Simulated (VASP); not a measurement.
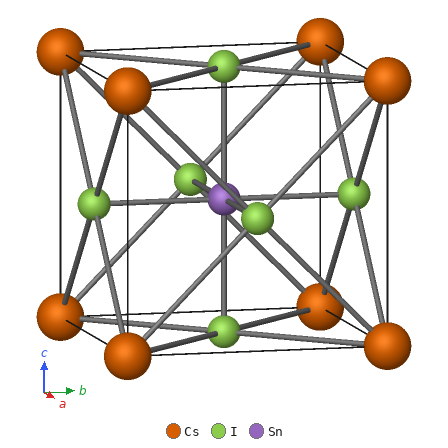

System: CsSnI₃, space group Pm-3m (No. 221). The picture shows the conventional cell.

Input of the run:
```
PREC = Accurate ; ENCUT = 520
EDIFF = 1E-7 ; ISMEAR = -1
SIGMA = 0.05 ; LREAL = False
LASPH = True ; NELM = 80
ALGO = Normal ; ISIF = 2
LWAVE = False ; LCHARG = False
GGA = PS ; NBANDS = 30
KPAR = 2
```

Command:
```bash
cat potpaw_PBE.64/Cs_sv/POTCAR potpaw_PBE.64/I/POTCAR potpaw_PBE.64/Sn_d/POTCAR > POTCAR
mpirun -np 2 vasp_std > vasp.out
```

How it was computed, with VASP 6.6.1: plane-wave DFT, no spin polarisation; energies at scaled volumes of the given cell, shape and fractions fixed, counted from the fit's minimum, third-order Birch-Murnaghan fit. Level: PBEsol.

| setting | value |
| --- | --- |
| k mesh | 5×5×5 |
| occupations | Fermi–Dirac |
| smearing width | 0.05 eV |
| potentials | VASP PAW PBE potentials, recommended |
| wave cutoff | 520 eV |

What does the calculation give for the energy and pressure against volume? The volume takes the values 44.93, 45.89, 46.84, 47.80, 48.75, 49.71, 50.66 Å³/atom.

A third-order Birch–Murnaghan fit gives V0 = 45.87 Å³/atom, B0 = 18.1 GPa and B′ = 4.7. The energy is 1.14 meV/atom at volume 44.93 Å³/atom and 23.44 meV/atom at 50.66 Å³/atom; the lowest computed point is at volume 45.89 Å³/atom (0.00 meV/atom), and no other minimum shows. The pressure falls from 0.38 GPa at volume 44.93 Å³/atom to −1.44 GPa at 50.66 Å³/atom, and changes sign near 45.84 Å³/atom.

```
volume (Å³/atom)  energy (meV/atom)  pressure (GPa)
           44.93               1.14            0.38
           45.89               0.00           -0.02
           46.84               1.11           -0.38
           47.80               4.23           -0.69
           48.75               9.12           -0.97
           49.71              15.58           -1.22
           50.66              23.44           -1.44
```

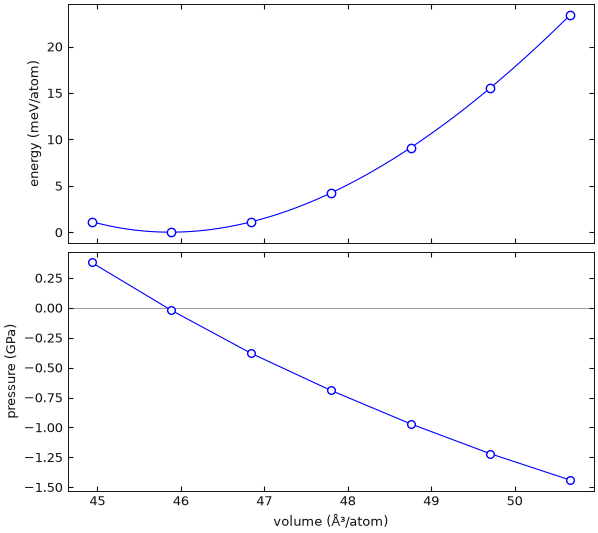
